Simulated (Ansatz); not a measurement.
NiSi: single-point calculation

System: NiSi (Pnma, 8 atoms in the cell).
Method: DFT r2SCAN, scalar-relativistic, plane waves, PAW, no spin polarisation (Ansatz 0.2.0).

The structure derives from a Materials Project entry. It belongs to a series of runs on one base structure; here: band edges of the strained film's bulk.

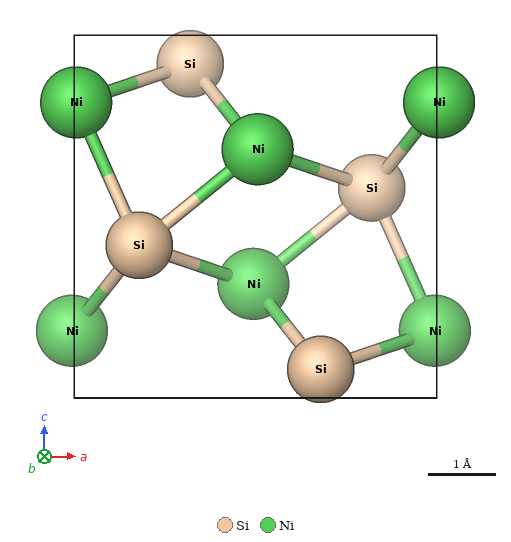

The structure (ball-and-stick view of the cell of the calculation, set on other vectors, along the b axis).

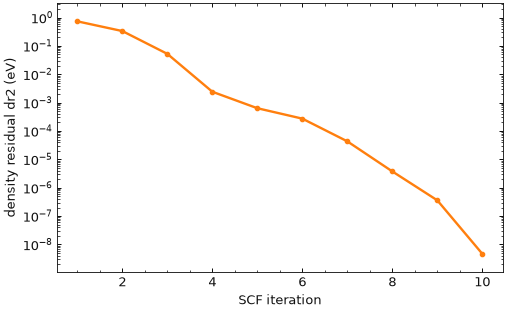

Convergence of the self-consistent field: density residual dr2 against the SCF iteration. The residual falls at every step.

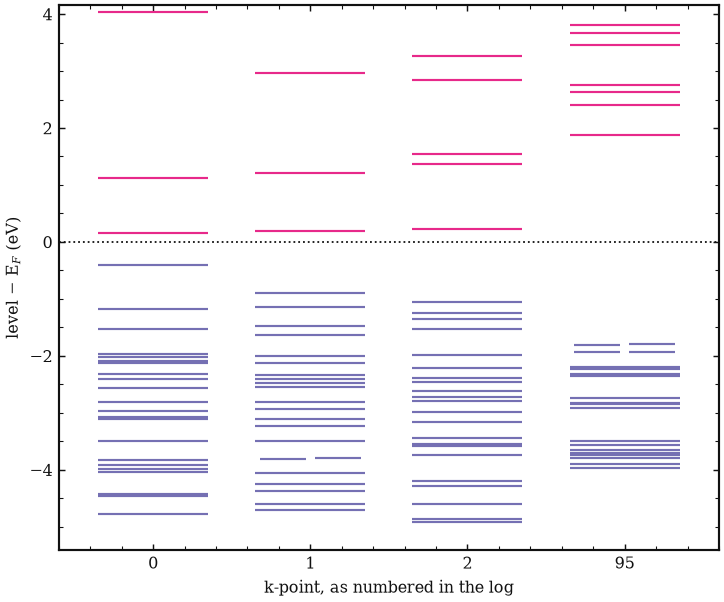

Kohn–Sham levels near the Fermi level (dotted) at the few k-points that the log prints; levels within 0.02 eV of each other stand side by side. The system is metallic on the full mesh.

The input and output of the run follow.

## Input file
```yaml
crystal:
  lattice:
    - [5.44370238, 0.0, 0.0]
    - [0.0, 5.44370238, 0.0]
    - [0.0, 0.0, 3.2318357997]
  atoms:
    - { symbol: Si, position: [0.8202689938, 0.4209199828, 0.75] }
    - { symbol: Si, position: [0.1797310062, 0.5790800172, 0.25] }
    - { symbol: Si, position: [0.3202689938, 0.0790800172, 0.75] }
    - { symbol: Si, position: [0.6797310062, 0.9209199828, 0.25] }
    - { symbol: Ni, position: [0.5058489668, 0.3145456483, 0.25] }
    - { symbol: Ni, position: [0.4941510332, 0.6854543517, 0.75] }
    - { symbol: Ni, position: [0.0058489668, 0.1854543517, 0.25] }
    - { symbol: Ni, position: [0.9941510332, 0.8145456483, 0.75] }
basis:
  ecutwfc: 500
kpoints:
  mp_grid: { grid: [7, 7, 11] }
hamiltonian:
  xc: r2scan
scf:
  occupations: { method: gaussian, width: 0.1 }
output:
  forces: true
  stress: true
  eigenvalues: true
```

Command:
```bash
ansatz run input.yaml --threads 8 --pin off --max-ram 20480MiB --backend cpu --events-out ev --progress --plain --runs-dir out
```

## Log
```
Engine: ansatz 0.2.0, aarch64-unknown-linux-gnu
Pseudopotentials: kind: paw
Pseudopotential: Si, paw, valence charge 4, recommended cutoff 500 eV (meta_gga), Si.paw.azcp
Pseudopotential: Ni, paw, valence charge 18, recommended cutoff 500 eV (meta_gga), Ni.paw.azcp
Functional definition: r2SCAN
  parameter k0 = 0.174
  parameter k1 = 0.065
  parameter a1 = 4.9479
  exchange = r2scan_x(k0 = k0, k1 = k1, a1 = a1)
  correlation = r2scan_c
Crystal: 8 atoms, lattice volume = 95.772 Å³
Basis set: ecut = 500 eV, 2427 PW (Γ), exchange–correlation on 160×160×96 points (64 copies of the dense FFT grid, shifted against one another)
Bands: 53, of which v1, the nominal top of the filled ones, is band 44 counted from 1 (43 counted from 0)
Symmetry: 8 space group operations
Space group: Pnma (ITA 62), of the structure as read, at distance tolerance 4.6e-5 Å
k-points: 96 of 539
Non-local potential: Si, projectors of the file, l = 0: 2, l = 1: 2, l = 2: 2
Non-local potential: Ni, projectors of the file, l = 0: 3, l = 1: 2, l = 2: 3, l = 3: 1
PAW form: soft (Blöchl's): semilocal exchange-correlation on the pseudo side does not see the compensation charge
PAW frozen core: Si, regenerated for the run's functional (the file was generated under x = pbe(κ = 0.804, μ = 0.2195149727645171), c = pbe(β = 0.06672455060314922))
PAW frozen core: Ni, regenerated for the run's functional (the file was generated under x = pbe(κ = 0.804, μ = 0.2195149727645171), c = pbe(β = 0.06672455060314922))
PAW one-centre angular grid: Si, 302 points (default); XC on 160 Gauss nodes
PAW one-centre angular grid: Ni, 590 points (default); XC on 160 Gauss nodes
Initial density: superposition of atomic densities (neutral atoms: chi_scale 0, normalization atom), corrected by the library's trained network
Initial wavefunctions: pseudopotential atomic-orbital guess
Functional: x = r2scan, c = r2scan; τ floored in thin density (d = 2e-4 eV/Å³)
SCF iter   1: F=—  HF=-25940.810565 eV  |F-HF|=—  |Δ(HF+E_count)|=         —  Δρ=3.02e-2  dr2=7.35e-1  dr2_τ=2.31e-1  ethr=1.77e-3  ⟨swp⟩=7.1  Hψ=20302  notcnv=0  defer=24
preconditioner: auto → Kerker (q_TF=auto, 2.690 Å⁻¹)  [metal: Δε(μ)=0.017 eV  Ē_g=7.600 eV  σ=0.100 eV  W_gap=0.09  n_scr=38 (ndim 8)  ℏωp=28.4 eV  f_vac=0.000  D(μ)=2.11/eV (n_scr^D=10)]
SCF iter   2: F=—  HF=-25941.085904 eV  |F-HF|=—  |Δ(HF+E_count)|=   2.75e-1  Δρ=2.60e-2  dr2=3.34e-1  dr2_τ=4.28e-3  ethr=8.35e-4  ⟨swp⟩=3.0  Hψ=9327  notcnv=0  defer=253
SCF iter   3: F=—  HF=-25941.026029 eV  |F-HF|=—  |Δ(HF+E_count)|=   5.99e-2  Δρ=7.18e-3  dr2=5.24e-2  dr2_τ=8.30e-5  ethr=3.80e-4  ⟨swp⟩=2.1  Hψ=7511  notcnv=0  defer=253
SCF iter   4: F=—  HF=-25941.018902 eV  |F-HF|=—  |Δ(HF+E_count)|=   7.13e-3  Δρ=2.22e-3  dr2=2.42e-3  dr2_τ=2.84e-5  ethr=5.95e-5  ⟨swp⟩=1.3  Hψ=6210  notcnv=0  defer=250
SCF iter   5: F=—  HF=-25941.019464 eV  |F-HF|=—  |Δ(HF+E_count)|=   5.62e-4  Δρ=1.08e-3  dr2=6.36e-4  dr2_τ=1.87e-5  ethr=2.76e-6  ⟨swp⟩=2.0  Hψ=8922  notcnv=0  defer=250
SCF iter   6: F=—  HF=-25941.019535 eV  |F-HF|=—  |Δ(HF+E_count)|=   7.08e-5  Δρ=6.94e-4  dr2=2.73e-4  dr2_τ=1.65e-6  ethr=7.22e-7  ⟨swp⟩=2.0  Hψ=7524  notcnv=0  defer=250
SCF iter   7: F=—  HF=-25941.019560 eV  |F-HF|=—  |Δ(HF+E_count)|=   2.56e-5  Δρ=2.79e-4  dr2=4.32e-5  dr2_τ=4.89e-7  ethr=3.10e-7  ⟨swp⟩=1.0  Hψ=4838  notcnv=0  defer=250
SCF iter   8: F=—  HF=-25941.019562 eV  |F-HF|=—  |Δ(HF+E_count)|=   1.27e-6  Δρ=7.48e-5  dr2=3.76e-6  dr2_τ=5.49e-8  ethr=4.91e-8  ⟨swp⟩=2.3  Hψ=7849  notcnv=0  defer=250
SCF iter   9: F=—  HF=-25941.019562 eV  |F-HF|=—  |Δ(HF+E_count)|=   6.28e-7  Δρ=2.44e-5  dr2=3.60e-7  dr2_τ=4.42e-9  ethr=4.28e-9  ⟨swp⟩=2.4  Hψ=8604  notcnv=0  defer=250
SCF iter  10: F=-25941.019562 eV  HF=-25941.019562 eV  |F-HF|=2.66e-10  |Δ(HF+E_count)|=   3.00e-8  Δρ=1.95e-6  dr2=4.69e-9  dr2_τ=4.12e-11  ethr=1.14e-10  ⟨swp⟩=10.7  Hψ=22767  notcnv=0
SCF 1 converged in 10 iterations: F = -25941.019562 eV  dr2 = 4.69e-9
  greatest PAW one-centre occupation: 1.001 electrons in one spin orbital (limit 2), on the Ni atom at site 7 (counted from 0), in its partial waves of l = 1
SCF converged after 10 iterations
Free energy (F): -25941.019562 eV
Harris-Foulkes:  -25941.019562 eV  (|F-HF|=2.66e-10)
Internal energy: -25941.007842 eV  (E = F + TS)
E sigma→0 (E₀):  -25941.013702 eV
Entropy (-TS):   -0.011720 eV (-1.465 meV/atom)
Fermi energy:    14.863817 eV
--- Per-component energies (eV) ---
  E_band       = -1386.300251
  E_kinetic    = 1311.880890
  E_local      = -17823.638616  (includes V_loc(G=0)·N_el)
  E_nonlocal   = 2652.382796
  E_hartree    = 7682.430873
  E_xc         = -530.392697
  E_vxc        = -683.225933  (∫ρ·V_xc dr)
  E_paw        = -8654.581898  (= ΣΔE_a)
  E_vpaw       = -2253.503125  (= ΣTr[D̂ρ^β])
  E_aug_tail   = 0.000970  (compensation charges beyond the density's cutoff)
  E_vtau       = 44.934806  (kinetic-family band-sum trace: ∫τ·v_τ [+ j·A + Jᵃ·Aᵃ] dr)
  E_ewald      = -10577.584155
  E_core_change = -1.506006  (= ΣΔE_core)
  E_smearing   = -0.011720  (= −TS)
  E_closure    = 0.000000  (closes the sum)
  Σ components = -25941.019562   (vs F -25941.019562, Δ=0.00e0)
--- Forces (eV/Å), atoms counted from 1 ---
  atom   1  Si    -0.00265286     0.00227945     0.00000000
  atom   2  Si     0.00265286    -0.00227945     0.00000000
  atom   3  Si    -0.00265286    -0.00227945     0.00000000
  atom   4  Si     0.00265286     0.00227945     0.00000000
  atom   5  Ni    -0.00141775    -0.00503856     0.00000000
  atom   6  Ni     0.00141775     0.00503856     0.00000000
  atom   7  Ni    -0.00141775     0.00503856     0.00000000
  atom   8  Ni     0.00141775    -0.00503856     0.00000000
  max |Σ_I F_I| component: 2.60e-18 eV/Å
--- Stress (GPa, compression-positive) ---
       -8.441408       0.000000       0.000000
        0.000000       4.678300       0.000000
        0.000000       0.000000      -0.041775
  P = ⅓ Tr σ = -1.2683 GPa (-12.683 kbar)
--- Band table (eV; the first three rows and the last of 96) ---
  k-point 0: bands = ["-92.7434", "-92.7411", "-92.7364", "-92.7343", "-51.7283", "-51.7270", "-51.6939", "-51.6849", "-51.6813", "-51.6811", "-51.6624", "-51.6549", "-51.6301", "-51.6273", "-51.6035", "-51.6007", "1.0555", "4.5874", "5.9420", "6.2358", "7.7469", "8.3304", "10.0938", "10.3954", "10.4310", "10.8306", "10.8733", "10.9434", "11.0364", "11.3717", "11.7466", "11.7883", "11.9025", "12.0605", "12.3062", "12.4515", "12.5414", "12.7348", "12.7752", "12.8351", "12.8996", "13.3335", "13.6906", "14.4567", "15.0262", "15.9947", "18.8973", "19.7971", "19.9677", "20.7044", "20.7312", "20.7321", "21.2392"]
  k-point 1: bands = ["-92.7432", "-92.7410", "-92.7366", "-92.7344", "-51.7276", "-51.7263", "-51.6938", "-51.6850", "-51.6829", "-51.6825", "-51.6622", "-51.6550", "-51.6294", "-51.6266", "-51.6043", "-51.6014", "1.1779", "4.6885", "6.0156", "6.3418", "7.8566", "8.3779", "10.1631", "10.2557", "10.4820", "10.6118", "10.7987", "11.0591", "11.0715", "11.3599", "11.6371", "11.7559", "11.9370", "12.0565", "12.3182", "12.3821", "12.4546", "12.5326", "12.7420", "12.8593", "13.2362", "13.3851", "13.7260", "13.9688", "15.0496", "16.0804", "17.8215", "19.0626", "19.6598", "20.2342", "21.0093", "21.1384", "21.2428"]
  k-point 2: bands = ["-92.7427", "-92.7406", "-92.7369", "-92.7348", "-51.7255", "-51.7243", "-51.6937", "-51.6871", "-51.6862", "-51.6854", "-51.6617", "-51.6554", "-51.6274", "-51.6247", "-51.6063", "-51.6034", "1.5430", "4.9873", "6.2284", "6.6365", "8.1673", "8.4703", "9.9501", "10.0074", "10.2645", "10.5831", "10.6636", "11.1291", "11.2770", "11.3224", "11.4262", "11.6934", "11.8853", "12.0756", "12.1466", "12.2481", "12.4034", "12.4789", "12.6577", "12.8855", "13.3293", "13.5136", "13.6081", "13.8167", "15.0861", "16.2333", "16.4100", "17.6997", "18.1301", "19.5487", "20.4193", "20.7235", "21.2918"]
  k-point 95: bands = ["-92.7392", "-92.7391", "-92.7381", "-92.7380", "-51.7126", "-51.7126", "-51.7069", "-51.7068", "-51.6764", "-51.6761", "-51.6697", "-51.6695", "-51.6177", "-51.6175", "-51.6144", "-51.6143", "5.3490", "5.5463", "6.1856", "6.2637", "7.7104", "7.8178", "8.4349", "8.5547", "10.8939", "10.9584", "11.0778", "11.1143", "11.1557", "11.2155", "11.3028", "11.3712", "11.9454", "12.0149", "12.0412", "12.1274", "12.5168", "12.5432", "12.6319", "12.6624", "12.9344", "12.9369", "13.0607", "13.0695", "16.7403", "17.2604", "17.5002", "17.6226", "18.3283", "18.5285", "18.6666", "19.0880", "20.2538"]
```

## Key numbers

```csv
quantity,value
outcome,converged
space group (tolerance 0.01 Å),Pnma (62)
electrons treated,88
free energy,−25941.0196 eV
Fermi energy,14.864 eV
gap on the k-point mesh,none (metallic)
pressure,−1.27 GPa
largest force (length of the vector),0.005 eV/Å
hardware,"8 threads of Arm Neoverse N1, 98 GiB of memory available, shared host"
wall time,19 s (CPU time 2.4 min)
peak memory,1 GiB
```

## Remarks

The run has no spin polarisation, so a magnetic state may lie lower.
